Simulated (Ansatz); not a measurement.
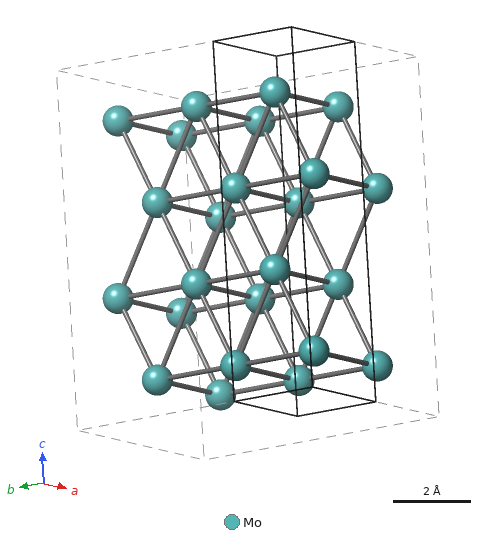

Shown here is a ball-and-stick view of the crystal, taken from a general direction. Shown are 2×3×1 repeats of the conventional unit cell, one of them outlined in solid lines. Cell: a = 2.492 Å, b = 2.742 Å, c = 9.536 Å, α = 90.00°, β = 95.00°, γ = 90.00°.

State composition, symmetry and coordination.

- The element is molybdenum.
- The structure has P2_1/m (No. 11) symmetry and a primitive monoclinic lattice.
- The cell holds four atoms.
- Within bonding distance, the neighbour counts come to Mo 6 to 8 (mean 7.0). Not all metal-metal contacts are counted.

The structure comes from a structure listed in the Materials Project. The cell was then strained or its atoms displaced on purpose. A calculation with Ansatz used it as input.

At this level of theory the run's own cell isn't at rest (forces up to 0.9 eV/Å), so its distances can differ from those at equilibrium, the more so the softer the solid.
